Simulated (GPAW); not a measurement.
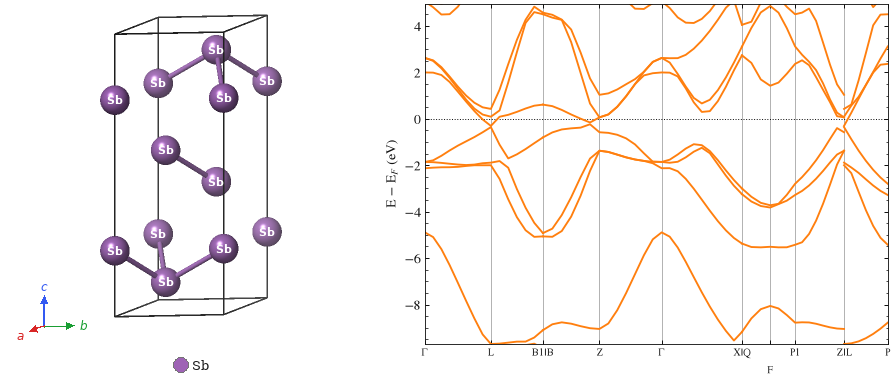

Band structure, beside the structure. Energies are counted from the Fermi level.

System: Sb, space group R-3m, 2 atoms in the primitive cell; a = 4.308 Å, c = 11.274 Å (hexagonal axes).

Computed with GPAW: PBEsol, PAW data sets generated in the run's folder for this functional, no spin polarisation, no spin-orbit coupling, 8×8×8 k mesh, 600 eV cutoff, Fermi-Dirac smearing of 0.05 eV.

Q: Is there a gap at the Fermi level?

A: A metal: 1 band crosses the Fermi level along this path.

Q: Which levels at F lie nearest to the Fermi level?

A: At F the nearest levels lie 3.73 eV below and 1.42 eV above the Fermi level.

Spin-orbit coupling is left out, which matters for Sb. Bands are joined in order of energy, so crossings between the computed points show as kinks or gaps. In reduced coordinates of the cell that was run, L is (0.5, 0, 0), B1 is (0.5, 0.24, −0.24), B is (0.76, 0.5, 0.24), Z is (0.5, 0.5, 0.5), X is (0.37, 0, −0.37), Q is (0.63, 0.37, 0), F is (0.5, 0.5, 0), P1 is (0.63, 0.63, 0.24) and P is (0.76, 0.37, 0.37).
